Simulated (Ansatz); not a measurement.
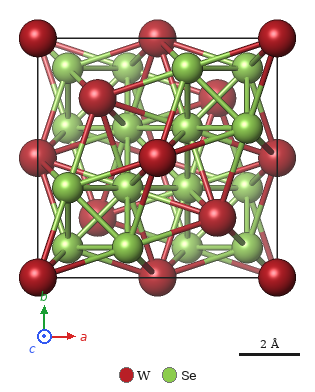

This is the input geometry for a relaxation of a crystal of WSe2 (built on the cubic Laves (C15)_227 type) (coarse preliminary run). Style: ball-and-stick. Shown: the conventional cell (4 times the calculation's cell), along the c axis. Lengths and directions refer to the drawn axes.

Case: cubic Laves (C15) type (Fd-3m, No. 227).

Theory: DFT PBE, scalar-relativistic, plane waves, PAW in Ansatz 0.2.0.

The input:
```yaml
crystal:
  lattice:
    - [0.0, 4.0394969017, 4.0394969017]
    - [4.0394969017, 0.0, 4.0394969017]
    - [4.0394969017, 4.0394969017, 0.0]
  atoms:
    - { symbol: W, position: [0.0, 0.0, 0.0] }
    - { symbol: W, position: [0.25, 0.25, 0.25] }
    - { symbol: Se, position: [0.625, 0.625, 0.625] }
    - { symbol: Se, position: [0.125, 0.625, 0.625] }
    - { symbol: Se, position: [0.625, 0.625, 0.125] }
    - { symbol: Se, position: [0.625, 0.125, 0.625] }
basis:
  ecutwfc: 420
kpoints:
  mp_grid: { grid: [4, 4, 4] }
hamiltonian:
  xc: pbe
scf:
  occupations: { method: gaussian, width: 0.1 }
  lower_state_search: "off"
output:
  forces: true
  stress: true
  eigenvalues: true
relax:
  adjacent_minimum: "off"
  f_tol: 0.04
  max_steps: 70
  cell: { stress_tol: 0.4 }
```

Run as
```bash
ansatz run input.yaml --threads 1 --pin off --max-ram 2560MiB --backend cpu --events-out ev --progress --plain --runs-dir out
```

> Predict the outcome.

Over 3 accepted moves (4 points after the start) the energy falls by 178 meV per atom. All forces vanish by symmetry, so only the cell relaxes. Pressure: −12.83 GPa at the start and −0.02 GPa at the end. At 1 point the geometry stayed and the basis and grid were re-selected for the new cell (energy shift of 0.5 meV per atom at most each time). No atom moves by more than 0.005 Å relative to the cell. Cell: a = b = c 8.079 → 7.594 Å (−6.0 %). Volume −16.9 %. Some distances before and after: W1–Se3 3.349 → 3.148 Å, Se3–Se4 2.856 → 2.685 Å. The space group stays Fd-3m (No. 227).

Step by step:

| step | E − E(0), meV/atom | pressure, GPa | volume, Å³/atom | note |
| --- | --- | --- | --- | --- |
| 0 | 0.00 | -12.83 | 21.972 |  |
| 1 | -171.07 | -3.55 | 18.912 |  |
| 2 | -177.26 | 1.79 | 17.959 |  |
| 3 | -178.80 | -0.01 | 18.248 |  |
| 4 | -178.31 | -0.02 | 18.248 | same geometry, new basis |

The structure at the end:

```
CELL_PARAMETERS angstrom
0.00000 3.79706 3.79706
3.79706 0.00000 3.79706
3.79706 3.79706 0.00000
ATOMIC_POSITIONS crystal
W 0.00000 0.00000 0.00000
W 0.25000 0.25000 0.25000
Se 0.62500 0.62500 0.62500
Se 0.12500 0.62500 0.62500
Se 0.62500 0.62500 0.12500
Se 0.62500 0.12500 0.62500
```

After the run, drawn alike:

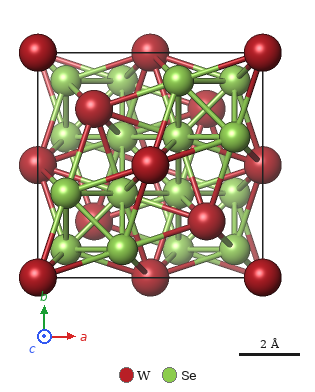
